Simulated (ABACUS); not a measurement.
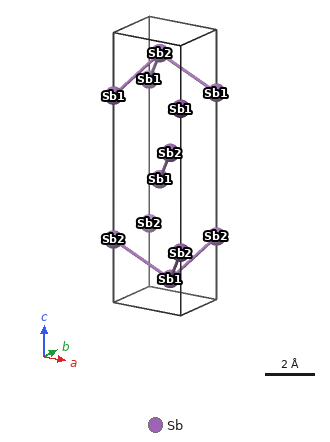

*The input geometry (ball-and-stick view of the cell 3 times as large as that of the calculation, set on its symmetry axes, seen slightly off an axis; atoms are numbered from 1 in the order of the input). An atom can appear more than once, as a periodic image.*

Near neighbours in the periodic cell (some may lie outside the picture): Sb has 3 Sb at 2.91 Å.

**Sb: band-structure run**

Sb (2 atoms in the cell), computed with Kohn-Sham DFT of a periodic cell, r2SCAN, SG15 ONCV 1.2 PBE, no spin polarisation (ABACUS 3.10.1).

The structure derives from an entry of the Crystallography Open Database. It belongs to a series of runs on one base structure; here: bands on the converged density.

The input:
```
INPUT_PARAMETERS
suffix              Sb
calculation         nscf
basis_type          pw
pseudo_dir          ./
symmetry            -1
dft_functional      MGGA_X_R2SCAN+MGGA_C_R2SCAN
ecutwfc             94.0
pseudo_rcut         7
nspin               1
nbands              25
ks_solver           dav
smearing_method     fd
smearing_sigma      0.00367493
scf_thr             1e-08
scf_nmax            100
mixing_type         broyden
mixing_beta         0.7
mixing_tau          1
init_chg            file
pw_diag_thr         1e-07
out_band            1
kpar                4
```

File STRU:
```
ATOMIC_SPECIES
Sb 121.7600 Sb_ONCV_PBE-1.2.upf

LATTICE_CONSTANT
1.8897261246

LATTICE_VECTORS
2.1542000000 1.2437279499 3.7580000000
-2.1542000000 1.2437279499 3.7580000000
0.0000000000 -2.4874558998 3.7580000000

ATOMIC_POSITIONS
Direct

Sb
0.0
2
0.7665100000 0.7665100000 0.7665100000 1 1 1
0.2334900000 0.2334900000 0.2334900000 1 1 1
```

File KPT:
```
K_POINTS
13
Line
0.00000000 0.00000000 0.00000000 10 // G
0.50000000 0.00000000 0.00000000 10 // L
0.50000000 0.23968736 -0.23968736 1 // B1
0.76031264 0.50000000 0.23968736 10 // B
0.50000000 0.50000000 0.50000000 10 // Z
0.00000000 0.00000000 0.00000000 10 // G
0.36984368 0.00000000 -0.36984368 1 // X
0.63015632 0.36984368 0.00000000 10 // Q
0.50000000 0.50000000 0.00000000 10 // F
0.63015632 0.63015632 0.23968736 10 // P1
0.50000000 0.50000000 0.50000000 1 // Z
0.50000000 0.00000000 0.00000000 10 // L
0.76031264 0.36984368 0.36984368 1 // P
```

Hardware: 4 threads of Intel Xeon (Granite Rapids), 128 GiB of memory available, shared host.

Command:
```bash
OMP_NUM_THREADS=1 mpirun -np 4 abacus > log
```

Output:
```
ABACUS v3.10.1

               Atomic-orbital Based Ab-initio Computation at UStc

 ------------------------------------------------------------------------------------

 READING GENERAL INFORMATION
                           global_out_dir = OUT.Sb/
                           global_in_card = INPUT
                               pseudo_dir = ./
                              orbital_dir =
                                    DSIZE = 4
                                    GSIZE = 1

 READING UNITCELL INFORMATION
                                    ntype = 1
                  lattice constant (Bohr) = 1.88973
              lattice constant (Angstrom) = 1

 READING ATOM TYPE 1
                               atom label = Sb
                      L=0, number of zeta = 1
                      L=1, number of zeta = 1
                      L=2, number of zeta = 1
             number of atom for this type = 2

                        TOTAL ATOM NUMBER = 2
DIRECT COORDINATES
    atom                   x                   y                   z     mag                  vx                  vy                  vz
taud_Sb1            0.7665100000        0.7665100000        0.7665100000  0.0000        0.0000000000        0.0000000000        0.0000000000
taud_Sb2            0.2334900000        0.2334900000        0.2334900000  0.0000        0.0000000000        0.0000000000        0.0000000000

                          Volume (Bohr^3) = 407.677
                             Volume (A^3) = 60.4114

 Lattice vectors: (Cartesian coordinate: in unit of a_0)
              +2.1542            +1.24373              +3.758
              -2.1542            +1.24373              +3.758
                   +0            -2.48746              +3.758
 Reciprocal vectors: (Cartesian coordinate: in unit of 2 pi/a_0)
            +0.232105           +0.134006          +0.0886997
            -0.232105           +0.134006          +0.0886997
                   +0           -0.268011          +0.0886997
 The esolver type has been set to : ksdft_pw

                PAO radial cut off (Bohr) = 7

 Read in pseudopotential file is Sb_ONCV_PBE-1.2.upf
                     pseudopotential type = NC
          exchange-correlation functional = PBE
                 nonlocal core correction = 0
                        valence electrons = 15
                                     lmax = 2
                           number of zeta = 0
                     number of projectors = 6
                           L of projector = 0
                           L of projector = 0
                           L of projector = 1
                           L of projector = 1
                           L of projector = 2
                           L of projector = 2
 XC functional updated to : MGGA_X_R2SCAN+MGGA_C_R2SCAN
          exchange-correlation functional = MGGA_X_R2SCAN+MGGA_C_R2SCAN
     initial pseudo atomic orbital number = 0

 SETUP THE ELECTRONS NUMBER
            electron number of element Sb = 15
      total electron number of element Sb = 30
            AUTOSET number of electrons:  = 30
                           occupied bands = 15
                                   NBANDS = 25
                                   NLOCAL = 18

%%%%%%%%%%%%%%%%%%%%%%%%%%%%%%%%%%%%%%%%%%%%%%%%%%%%%%%%%%%%%%%%%%%%%%%%%%%%%%%%%%%%%%%%%%%%%%%%%%%%%%%%%%
 Warning: the number of valence electrons in pseudopotential > 5 for Sb: [Kr] 4d10 5s2 5p3
 Pseudopotentials with additional electrons can yield (more) accurate outcomes, but may be less efficient.
 If you're confident that your chosen pseudopotential is appropriate, you can safely ignore this warning.
%%%%%%%%%%%%%%%%%%%%%%%%%%%%%%%%%%%%%%%%%%%%%%%%%%%%%%%%%%%%%%%%%%%%%%%%%%%%%%%%%%%%%%%%%%%%%%%%%%%%%%%%%%

 SETUP THE PLANE WAVE BASIS
 energy cutoff for charge/potential (unit:Ry) = 376
            fft grid for charge/potential = [ 54, 54, 54 ]
                        fft grid division = [ 1, 1, 1 ]
        big fft grid for charge/potential = [ 54, 54, 54 ]
                                     nbxx = 157464
                                     nrxx = 157464

 SETUP PLANE WAVES FOR CHARGE/POTENTIAL
                    number of plane waves = 50167
                         number of sticks = 1831

 PARALLEL PW FOR CHARGE/POTENTIAL
     PROC   COLUMNS(POT)             PW
        1           1831          50167
 --------------- sum -------------------
        1           1831          50167
                            number of |g| = 3486
                                  max |g| = 33.9871
                                  min |g| = 0

----------- Double Check Mixing Parameters Begin ------------
mixing_type: broyden
mixing_beta: 0.7
mixing_gg0: 1
mixing_gg0_min: 0.1
mixing_ndim: 8
----------- Double Check Mixing Parameters End ------------

 SETUP K-POINTS
                                    nspin = 1
                                   nkstot = 94
K-POINTS DIRECT COORDINATES
 KPOINTS    DIRECT_X    DIRECT_Y    DIRECT_Z  WEIGHT
       1  0.00000000  0.00000000  0.00000000  1.0000
       2  0.05000000  0.00000000  0.00000000  1.0000
       3  0.10000000  0.00000000  0.00000000  1.0000
       4  0.15000000  0.00000000  0.00000000  1.0000
       5  0.20000000  0.00000000  0.00000000  1.0000
       6  0.25000000  0.00000000  0.00000000  1.0000
       7  0.30000000  0.00000000  0.00000000  1.0000
       8  0.35000000  0.00000000  0.00000000  1.0000
       9  0.40000000  0.00000000  0.00000000  1.0000
      10  0.45000000  0.00000000  0.00000000  1.0000
      11  0.50000000  0.00000000  0.00000000  1.0000
      12  0.50000000  0.02396874 -0.02396874  1.0000
      13  0.50000000  0.04793747 -0.04793747  1.0000
      14  0.50000000  0.07190621 -0.07190621  1.0000
      15  0.50000000  0.09587494 -0.09587494  1.0000
      16  0.50000000  0.11984368 -0.11984368  1.0000
      17  0.50000000  0.14381242 -0.14381242  1.0000
      18  0.50000000  0.16778115 -0.16778115  1.0000
      19  0.50000000  0.19174989 -0.19174989  1.0000
      20  0.50000000  0.21571862 -0.21571862  1.0000
      21  0.50000000  0.23968736 -0.23968736  1.0000
      22  0.76031264  0.50000000  0.23968736  1.0000
      23  0.73428138  0.50000000  0.26571862  1.0000
      24  0.70825011  0.50000000  0.29174989  1.0000
      25  0.68221885  0.50000000  0.31778115  1.0000
      26  0.65618758  0.50000000  0.34381242  1.0000
      27  0.63015632  0.50000000  0.36984368  1.0000
      28  0.60412506  0.50000000  0.39587494  1.0000
      29  0.57809379  0.50000000  0.42190621  1.0000
      30  0.55206253  0.50000000  0.44793747  1.0000
[... 64 further k points ...]

           k-point number in this process = 24
       minimum distributed K point number = 23

[... K-POINTS CARTESIAN COORDINATES: 24 rows ...]

[... K-POINTS DIRECT COORDINATES: 24 rows ...]

 SETUP PLANE WAVES FOR WAVE FUNCTIONS
     energy cutoff for wavefunc (unit:Ry) = 94
              fft grid for wave functions = [ 54, 54, 54 ]
                    number of plane waves = 7499
                         number of sticks = 513

 PARALLEL PW FOR WAVE FUNCTIONS
     PROC   COLUMNS(POT)             PW
        1            513           7499
 --------------- sum -------------------
        1            513           7499

 SETUP NONLOCAL PSEUDOPOTENTIALS IN PLANE WAVE BASIS
 Sb non-local projectors:
 projector 1 L=0
 projector 2 L=0
 projector 3 L=1
 projector 4 L=1
 projector 5 L=2
 projector 6 L=2
      TOTAL NUMBER OF NONLOCAL PROJECTORS = 36

 Init Non-Local PseudoPotential table :
 Init Non-Local-Pseudopotential done.

                                     npwx = 6282

 -------------------------------------------
 NONSELF-CONSISTENT
 -------------------------------------------
                                 init_chg = file
 try to read charge from file
 Read in the charge density: OUT.Sb//Sb-CHARGE-DENSITY.restart
 try to read kinetic energy density from file
 Read in the kinetic energy density: OUT.Sb//Sb-TAU-DENSITY.restart

 PW ALGORITHM --------------- ION=   1  ELEC=   1--------------------------------

 k(1/94) Iter steps (avg)=11 threshold=1e-07

 k(2/94) Iter steps (avg)=11 threshold=1e-07

 k(3/94) Iter steps (avg)=11 threshold=1e-07

 k(4/94) Iter steps (avg)=12 threshold=1e-07

 k(5/94) Iter steps (avg)=12 threshold=1e-07
 k(6/94) Iter steps (avg)=15 threshold=1e-07
 k(7/94) Iter steps (avg)=19 threshold=1e-07
 k(8/94) Iter steps (avg)=17 threshold=1e-07

 k(9/94) Iter steps (avg)=22 threshold=1e-07
 k(10/94) Iter steps (avg)=25 threshold=1e-07
 k(11/94) Iter steps (avg)=31 threshold=1e-07
 k(12/94) Iter steps (avg)=28 threshold=1e-07
 k(13/94) Iter steps (avg)=21 threshold=1e-07
 k(14/94) Iter steps (avg)=22 threshold=1e-07
 k(15/94) Iter steps (avg)=23 threshold=1e-07
 k(16/94) Iter steps (avg)=24 threshold=1e-07
 k(17/94) Iter steps (avg)=22 threshold=1e-07
 k(18/94) Iter steps (avg)=23 threshold=1e-07
 k(19/94) Iter steps (avg)=19 threshold=1e-07
 k(20/94) Iter steps (avg)=20 threshold=1e-07
 k(21/94) Iter steps (avg)=21 threshold=1e-07
 k(22/94) Iter steps (avg)=18 threshold=1e-07

 k(23/94) Iter steps (avg)=18 threshold=1e-07
 k(24/94) Iter steps (avg)=18 threshold=1e-07
[... levels at 24 k points of this process ...]

 Density error is 0.00000000000
                          Error Threshold = 1.00000000000e-07
----------------------------------------------------------
     Energy           Rydberg                 eV
----------------------------------------------------------
 E_KohnSham     -280.7046534387      -3819.1827418813
 E_KS(sigma->0) -280.7044987987      -3819.1806378966
 E_Harris       -280.7046534387      -3819.1827418813
 E_band         -20.2640832487       -275.7069969290
 E_one_elec     -90.7856820279       -1235.2025723955
 E_Hartree      56.2988284560        765.9848577264
 E_xc           -30.5085203978       -415.0897149597
 E_Ewald        -215.7089701890      -2934.8711042830
 E_entropy(-TS) -0.0003092799        -0.0042079695
 E_descf        0.0000000000         0.0000000000
 E_exx          0.0000000000         0.0000000000
 E_Fermi        0.8760867539         11.9197717958
----------------------------------------------------------

 charge density convergence is achieved
 final etot is -3819.1827419 eV
 EFERMI = 11.919771796 eV

 STATE ENERGY(eV) AND OCCUPATIONS    NSPIN == 1
 1/24 kpoint (Cartesian) = 0.0000 0.0000 0.0000 (6243 pws)
       1       -17.1466      0.0212766
       2       -17.1466      0.0212766
       3       -17.0300      0.0212766
       4       -17.0300      0.0212766
       5       -16.9937      0.0212766
       6       -16.8864      0.0212766
       7       -16.8864      0.0212766
       8       -16.8732      0.0212766
       9       -16.7945      0.0212766
      10       -16.7945      0.0212766
      11       -1.31160      0.0212766
      12        6.73079      0.0212766
      13        9.83314      0.0212766
      14        10.1051      0.0212766
      15        10.1051      0.0212766
      16        14.3356    2.20803e-23
      17        14.8877    3.53509e-28
      18        14.8877    3.53509e-28
      19        17.9940    3.69619e-55
      20        17.9940    3.69618e-55
      21        18.0333    1.68530e-55
      22        19.5369    1.46612e-68
      23        20.0472    5.42462e-73
      24        20.0472    5.42461e-73
      25        20.3604    1.03213e-75

 2/24 kpoint (Cartesian) = 0.011605 0.0067003 0.0044350 (6251 pws)
       1       -17.1454      0.0212766
       2       -17.1448      0.0212766
       3       -17.0294      0.0212766
       4       -17.0290      0.0212766
       5       -16.9929      0.0212766
       6       -16.8872      0.0212766
       7       -16.8869      0.0212766
       8       -16.8741      0.0212766
       9       -16.7963      0.0212766
      10       -16.7959      0.0212766
      11       -1.28307      0.0212766
      12        6.60237      0.0212766
      13        9.85257      0.0212766
      14        10.0998      0.0212766
      15        10.1505      0.0212766
      16        14.3193    3.06287e-23
      17        14.8049    1.85284e-27
      18        14.8179    1.42919e-27
      19        17.8148    1.33059e-53
      20        17.9717    5.77141e-55
      21        17.9997    3.29958e-55
      22        19.8051    6.86524e-71
      23        20.2320    1.34566e-74
      24        20.3037    3.20774e-75
      25        20.5301    3.46087e-77

 3/24 kpoint (Cartesian) = 0.023210 0.013401 0.0088700 (6265 pws)
       1       -17.1416      0.0212766
       2       -17.1395      0.0212766
       3       -17.0276      0.0212766
       4       -17.0259      0.0212766
       5       -16.9907      0.0212766
       6       -16.8897      0.0212766
       7       -16.8884      0.0212766
       8       -16.8768      0.0212766
       9       -16.8015      0.0212766
      10       -16.7999      0.0212766
      11       -1.19759      0.0212766
      12        6.25412      0.0212766
      13        9.87870      0.0212766
      14        10.0852      0.0212766
      15        10.2881      0.0212766
      16        14.2456    1.33654e-22
      17        14.5839    1.54034e-25
      18        14.6200    7.48843e-26
      19        17.5228    4.57283e-51
      20        17.8958    2.63553e-54
      21        18.0653    8.88979e-56
      22        20.3930    5.37617e-76
      23        20.7245    7.09153e-79
      24        20.9309    1.14403e-80
      25        21.0307    1.55447e-81

 4/24 kpoint (Cartesian) = 0.034816 0.020101 0.013305 (6271 pws)
       1       -17.1356      0.0212766
       2       -17.1307      0.0212766
       3       -17.0246      0.0212766
       4       -17.0208      0.0212766
       5       -16.9870      0.0212766
       6       -16.8937      0.0212766
       7       -16.8912      0.0212766
       8       -16.8811      0.0212766
       9       -16.8097      0.0212766
      10       -16.8064      0.0212766
      11       -1.05557      0.0212766
      12        5.75908      0.0212766
      13        9.89341      0.0212766
      14        10.0653      0.0212766
      15        10.4813      0.0212766
      16        14.0642    5.02819e-21
      17        14.2829    6.33361e-23
      18        14.3280    2.57056e-23
      19        17.3790    8.12291e-50
      20        17.9179    1.69282e-54
      21        18.2541    2.03684e-57
      22        21.1590    1.19326e-82
      23        21.4223    6.16196e-85
      24        21.6088    1.47919e-86
      25        21.9086    3.67841e-89

 5/24 kpoint (Cartesian) = 0.046421 0.026801 0.017740 (6279 pws)
       1       -17.1277      0.0212766
       2       -17.1188      0.0212766
       3       -17.0208      0.0212766
       4       -17.0139      0.0212766
       5       -16.9820      0.0212766
       6       -16.8992      0.0212766
       7       -16.8958      0.0212766
       8       -16.8864      0.0212766
       9       -16.8206      0.0212766
      10       -16.8151      0.0212766
      11      -0.857731      0.0212766
      12        5.17962      0.0212766
      13        9.90819      0.0212766
      14        10.0448      0.0212766
      15        10.6829      0.0212766
      16        13.7691    1.83907e-18
      17        13.9425    5.74044e-20
      18        13.9878    2.31776e-20
      19        17.4489    2.00620e-50
      20        18.1004    4.40070e-56
      21        18.5819    2.89216e-60
      22        22.0636        0.00000
      23        22.2565        0.00000
      24        22.3571        0.00000
      25        22.9576        0.00000

 6/24 kpoint (Cartesian) = 0.058026 0.033501 0.022175 (6271 pws)
       1       -17.1184      0.0212766
       2       -17.1040      0.0212766
       3       -17.0165      0.0212766
       4       -17.0054      0.0212766
       5       -16.9757      0.0212766
       6       -16.9060      0.0212766
       7       -16.9034      0.0212766
       8       -16.8916      0.0212766
       9       -16.8332      0.0212766
      10       -16.8252      0.0212766
      11      -0.605271      0.0212766
      12        4.55854      0.0212766
      13        9.93253      0.0212766
      14        10.0283      0.0212766
      15        10.8720      0.0212766
      16        13.4203    1.97173e-15
      17        13.5741    9.08861e-17
      18        13.6408    2.39320e-17
      19        17.7073    1.14221e-52
      20        18.4605    3.27936e-59
      21        19.0379    3.16655e-64
      22        23.0015        0.00000
      23        23.1530        0.00000
      24        23.1866        0.00000
      25        24.1160        0.00000

[... levels at 18 further k points ...]

 --------------------------------------------
 !FINAL_ETOT_IS -3819.182741881327 eV
 --------------------------------------------

 Output bands in file: OUT.Sb/BANDS_1.dat
```

Results in brief:

| quantity | value |
| --- | --- |
| outcome | converged |
| space group (tolerance 0.01 Å) | R-3m (166) |
| electrons treated | 30 |
| gap on the band path | 0.06 eV |
| wall time | 92 s (CPU time 6.1 min) |
| peak memory | 0.72 GiB |
